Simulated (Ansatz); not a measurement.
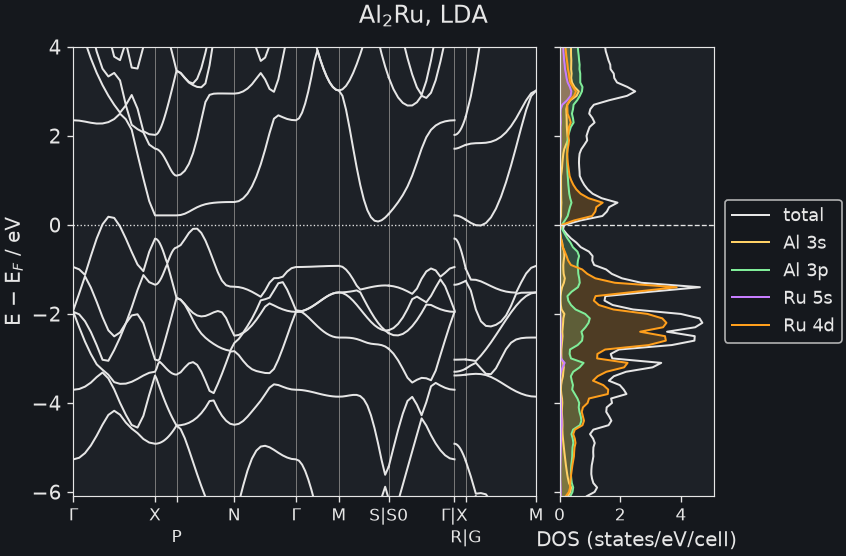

Band structure and density of states of Al2Ru, space group I4/mmm, 3 atoms in the cell. Method: DFT LDA, scalar-relativistic, plane waves, PAW, no spin polarisation, 18×18×18 k mesh, 420 eV cutoff (Ansatz). Energies are counted from the Fermi level. The partial curves are projected on Löwdin-orthogonalised atomic shells.

A metal: bands cross the Fermi level along this path. At N the nearest levels lie 1.39 eV below and 0.51 eV above the Fermi level. The density of states at the Fermi level isn't well fixed here: it changes fast, and within 0.3 eV it runs from 0.11 to 1.6 per eV and cell. Over the range shown, the centre of the Ru 4d weight lies 1.9 eV below the Fermi level, and about 75 % of the shell is filled.

The cell is at −8 GPa in this functional.
